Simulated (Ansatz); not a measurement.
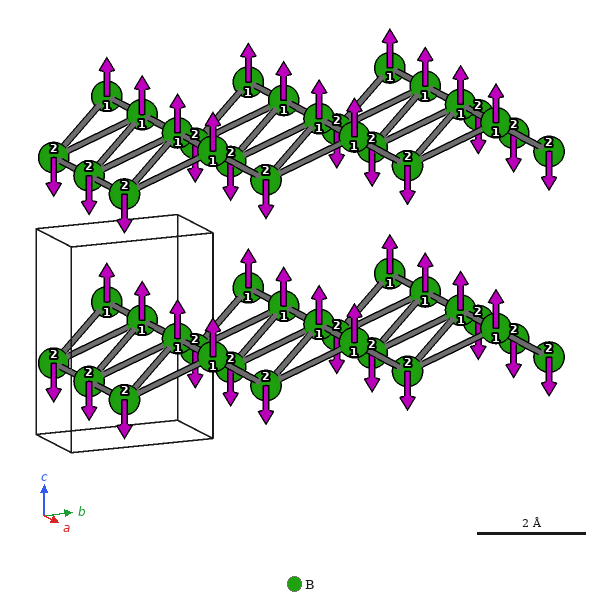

A relaxation of a crystal of B (a generated structure, set up in Pmmn). The starting structure is drawn; purple arrows show the displacements (the part carried along by the change of the cell is left out), magnified 30 times.

Style: ball-and-stick. Shown: the cell of the calculation, repeated 3 × 3 × 2 with one cell outlined, slightly off an axis.

The run lets cell and atoms move.

These are results of Kohn-Sham DFT of a periodic cell, LDA, Ansatz PAW (Ansatz 0.2.0), not measurements.

Input
```yaml
crystal:
  lattice:
    - [1.62456, 0.0, 0.0]
    - [0.0, 2.86615, 0.0]
    - [0.0, 0.0, 3.9144]
  atoms:
    - { symbol: B, position: [0.0, 0.5, 0.60926] }
    - { symbol: B, position: [0.5, 0.0, 0.39074] }
hamiltonian:
  xc: lda
  pseudopotentials: { kind: paw }
kpoints:
  mp_grid: { grid: [16, 9, 7] }
scf:
  occupations: { method: fermi_dirac, width: 0.05 }
output:
  forces: true
  stress: true
  eigenvalues: true
relax:
  f_tol: 0.01
  max_steps: 40
  cell: { stress_tol: 0.05, p_target: 2.0 }
```

Launched with:
```bash
ansatz run input.yaml --threads 2 --pin off --max-ram 5632MiB --backend cpu --events-out ev --progress --plain --runs-dir out
```

What happened in the run?

Answer. The largest moves relative to the cell, 0.025 Å, are those of B1 and B2. B1 goes along +c. The volume changes by −12.7 %, with a 1.625 → 1.614 Å (−0.7 %), b 2.866 → 2.812 Å (−1.9 %), c 3.914 → 3.506 Å (−10.4 %). Among the contacts that change: B1–B2 1.856 → 1.815 Å, B1–B1 1.625 → 1.614 Å. The space group stays Pmmn (No. 59). The energy falls by 15.5 meV per atom in 8 accepted moves (10 points after the start). With the target pressure of 2 GPa, the enthalpy E + pV changes by −30.0 meV per atom. Largest force component: 0.22 eV/Å at the start, under 0.0001 eV/Å at the end. The pressure goes from −6.15 to 2.00 GPa. At 2 points the geometry stayed and the basis and grid were re-selected for the new cell (energy shift of 1.0 meV per atom at most each time). Cost: 8.3 s on 2 threads of Arm Neoverse V2, on a shared host, peak memory 0.29 GiB.
